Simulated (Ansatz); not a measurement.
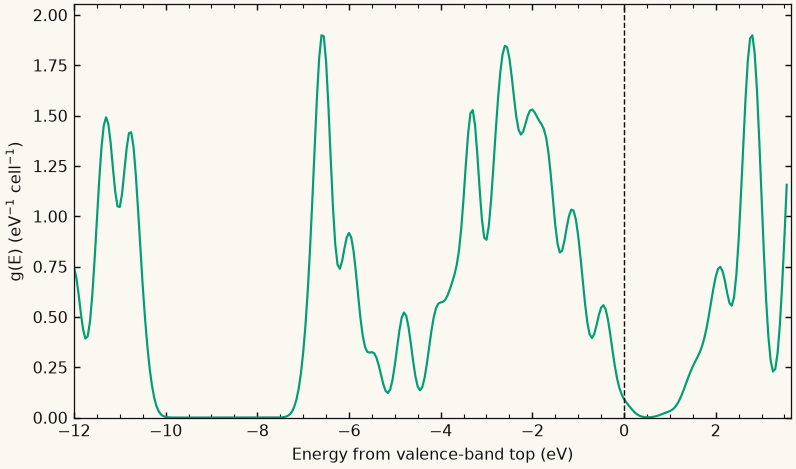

Density of states of GaAs, space group F-43m, 2 atoms in the cell, zincblende type. Level of theory: DFT, r2SCAN, plane waves, PAW, no spin polarisation, 6×6×6 k mesh; code Ansatz. Energies are counted from the top of the valence band. The curve is built from the levels of the k mesh with Gaussians 0.4 eV wide, which also blur the band edges.

There is a gap; over the k points computed it is 0.96 eV (direct among those points). The upper group of valence states starts about 7.0 eV under the valence-band top, with a gap beneath it; it holds about 6 electrons a cell.
